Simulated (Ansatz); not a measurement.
Input file:

```
crystal:
  lattice:
    - [2.814422265, 0.0, 0.0]
    - [-1.4072111325, 2.4373611785, 0.0]
    - [0.0, 0.0, 9.241047071]
  atoms:
    - { symbol: Al, position: [0.0, 0.0, 0.0] }
    - { symbol: Al, position: [0.1897354115, 0.379470823, 0.2348502016] }
    - { symbol: Al, position: [0.0, 0.0, 0.5] }
    - { symbol: Al, position: [0.6666666667, 0.3333333333, 0.75] }
basis:
  ecutwfc: 420
kpoints:
  mp_grid: { grid: [18, 18, 4] }
hamiltonian:
  xc: pbe
  pseudopotentials: { kind: paw, azcp: { folder: soft_1 } }
  dispersion: d3bj
scf:
  occupations: { method: gaussian, width: 0.15 }
output:
  forces: true
  stress: true
  eigenvalues: true
  write_density: true
  write_potential: true
  elf: true
  volumetric_format: npy
```

Launched as:

```sh
ansatz run input.yaml --threads 4 --pin off --max-ram 8192MiB --backend cpu --events-out ev --progress --plain --runs-dir out
```

Below, planes, directions and counts refer to the conventional cell (a = 4.87 Å, b = 2.81 Å, c = 9.24 Å, α = 90.00°, β = 90.00°, γ = 90.00°).

Space group Cm; a structure from a database of computed crystals, not necessarily the ambient phase; changed on purpose from its base cell (atom 2 (Al) moved by -0.700 A along [1 2 0] and -0.140 A along [0 0 1]); not relaxed (largest force 2.0 eV/Å); computed pressure about 4 GPa in this cell; PAW files of the earlier set (soft_1).

Level of theory: DFT PBE+D3(BJ), scalar-relativistic, plane waves, PAW in Ansatz.

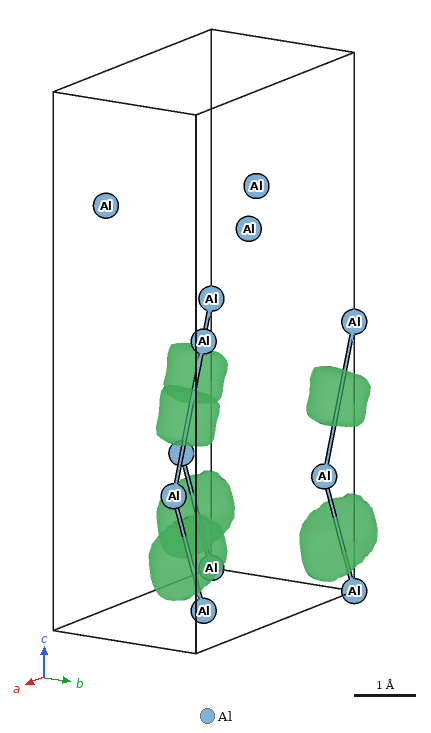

Al. Isosurface of the ELF at 0.7 (green), seen at an oblique angle. Core shells and regions of very low density are left out. Sticks mark near contacts.

In a PAW calculation such maps are meaningful between the atoms, not at the nuclei.

### Where are the electrons localised?

The ELF exceeds this value in four regions between bonded Al–Al atoms, counted in one cell of 8 atoms. Regions shared between cells count once. Profiles from the grid: Al–Al (2.36 Å): the ELF peaks at about 0.85 between the atoms. Al–Al (2.62 Å): the ELF peaks at about 0.80 between the atoms.

### Does the calculation give a band gap?

It is metallic or semimetallic at this level of theory: no gap opens.
